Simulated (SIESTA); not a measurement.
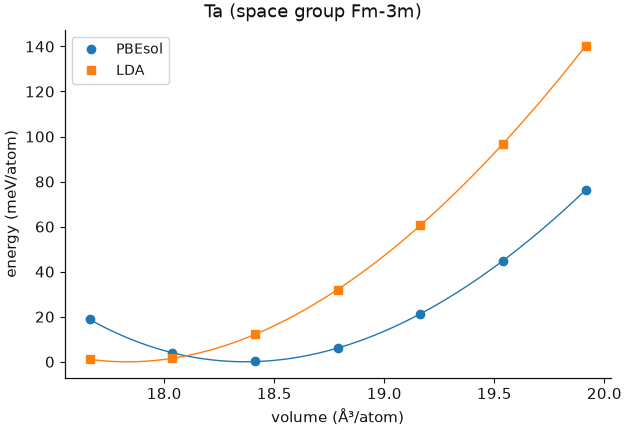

The plot gives the computed energy against volume, with one curve for each functional, for Ta (space group Fm-3m).

Computed with SIESTA 5.4.2: DFT in numerical atomic orbitals with pseudopotentials, no spin polarisation; energies at scaled volumes of the given cell, shape and fractions fixed, counted from the fit's minimum, third-order Birch-Murnaghan fit. All runs: no spin polarisation.

- k mesh: 11×11×11
- occupations: Fermi–Dirac
- smearing width: 0.05 eV
- potentials: PseudoDojo 0.4 standard, converted to PSML, two zetas on semicore shells

Question: Order the curves by fitted equilibrium volume, smallest first.

Answer: LDA 17.832, PBEsol 18.368 Å³/atom.

Question: Order the curves by fitted bulk modulus, smallest first.

Answer: PBEsol 209.7, LDA 216.0 GPa.

Limits of the calculation: mulliken charges of long orbitals; short basis over semicore shells.
